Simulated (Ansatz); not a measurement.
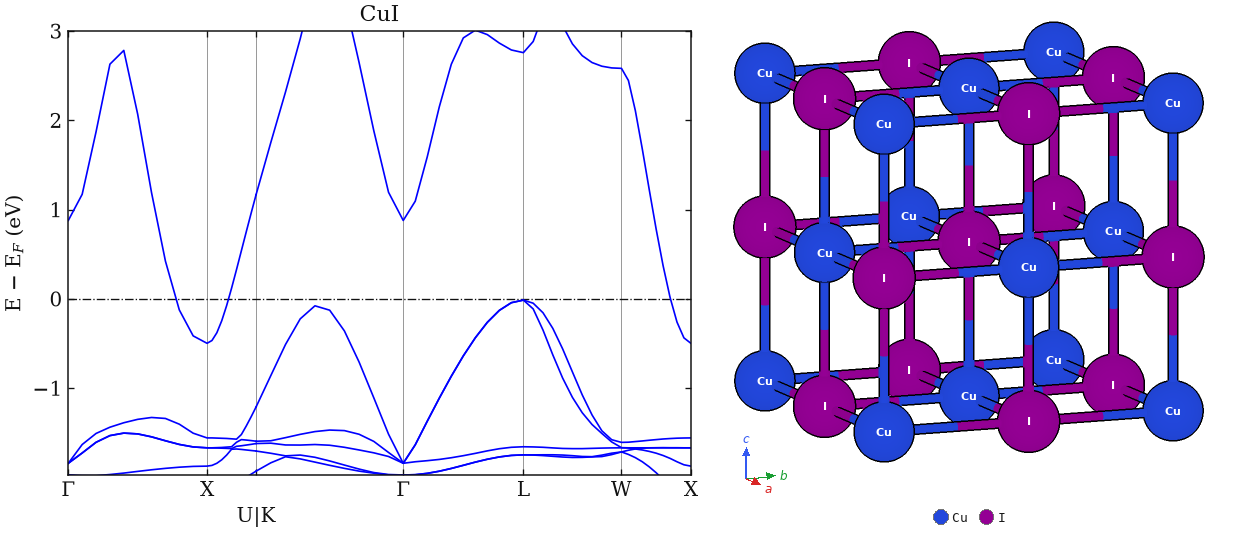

Band structure, beside the structure. Energies are counted from the Fermi level.

The material is rocksalt CuI, space group Fm-3m, 2 atoms in the primitive cell, relaxed with r2SCAN; cubic a = 5.712 Å.

Method: PBE, Ansatz PAW set, no spin polarisation, no spin-orbit coupling, 8×8×8 k mesh, 420 eV cutoff, Fermi-Dirac smearing of 0.02 eV (Ansatz).

### Metal, semiconductor or insulator?

A metal: bands cross the Fermi level along this path.

Semilocal functionals often make such compounds metallic where correlation or magnetic order opens a gap, which also shifts bond lengths. Spin-orbit coupling is left out, which matters for I. The usual form of CuI is zincblende. Bands are joined in order of energy, so crossings between the computed points show as kinks or gaps.
